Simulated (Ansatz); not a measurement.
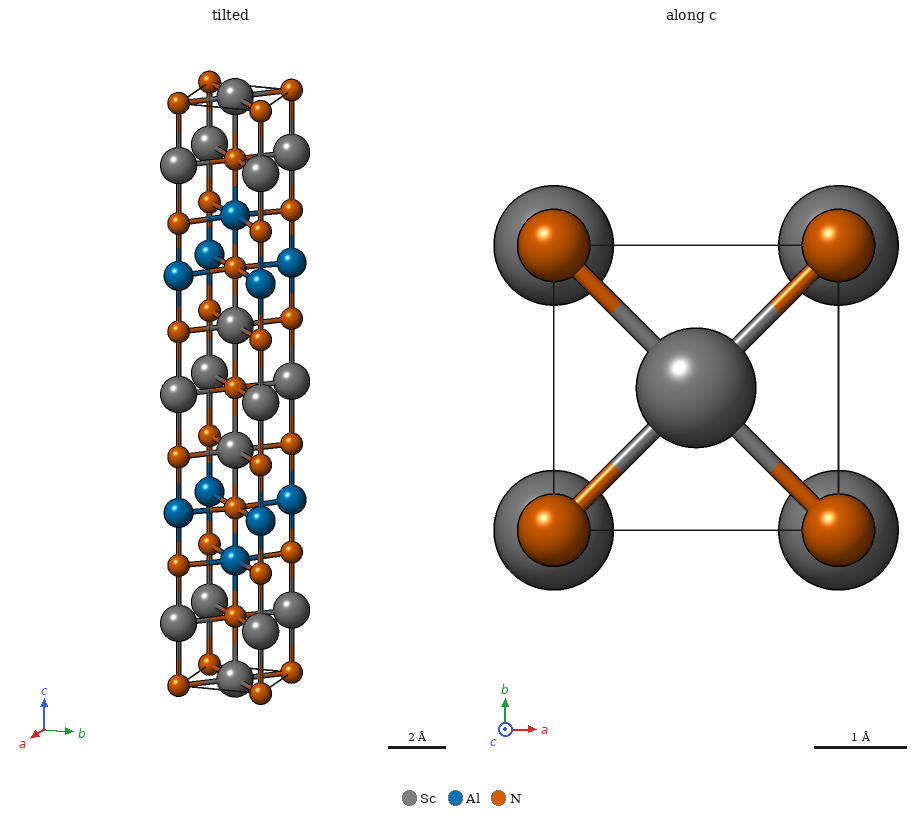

A ball-and-stick rendering, viewed slightly off an axis and along the c axis. One conventional unit cell is framed, with atoms on its boundary repeated. Cell: a = 3.12 Å, b = 3.12 Å, c = 21.44 Å, α = 90.00°, β = 90.00°, γ = 90.00°.

Starting structure: a structure type filled with these elements by a generator (whether the compound takes this form wasn't checked). Earlier steps of the study, as a rule a relaxation of our own, may have changed the cell and positions, so they can lie some per cent off the listed ones. A calculation with Ansatz used it as input.

> Caption:

The solid is Sc3Al2N5. The symmetry is that of I4/mmm (No. 139), on a body-centred tetragonal lattice. Cell content 6 Sc, 4 Al, 10 N; Z = 2. The Sc atoms are each bonded to six N in a distorted octahedral arrangement at about 2.1 to 2.3 Å. Al is coordinated by six N in a distorted octahedral arrangement at about 1.9 to 2.2 Å. N takes three kinds of site: 2a with six Sc in an octahedral arrangement at about 2.2 to 2.3 Å; 4e with five Sc and one Al in a distorted octahedral arrangement (about 2.2 to 2.3 Å to Sc, 2.1 Å to Al); 4e with five Al and one Sc in a distorted octahedral arrangement (about 1.9 to 2.2 Å to Al, 2.1 Å to Sc). The bonds build a three-dimensional framework.

Results below were computed with Ansatz, DFT PBE, scalar-relativistic, plane waves, PAW; the settings were a cutoff energy of 420 eV, k-points about 0.18 Å⁻¹ apart, Gaussian smearing of 0.01 eV, no spin polarisation.

> Classify it as metallic or gapped, with the value.

A semiconductor at this level, with a gap of 0.15 eV, direct.

> Give the Bader charge of each element.

Sc +1.81 e; Al +2.43 e; N -2.30 to -1.81 e.

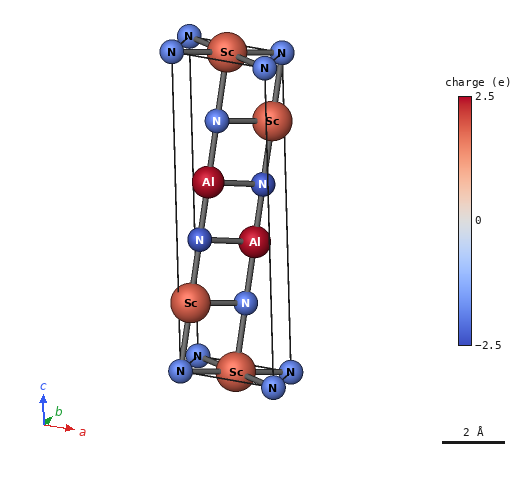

The atoms coloured by those charges. The run's cell of 10 atoms is drawn in a reduced setting, so axes and origin can differ from the first picture.

> Are forces and stress small enough to call this relaxed?

Yes. All forces vanish to within 0.01 eV/Å. The pressure is 0.0 GPa, close to zero.
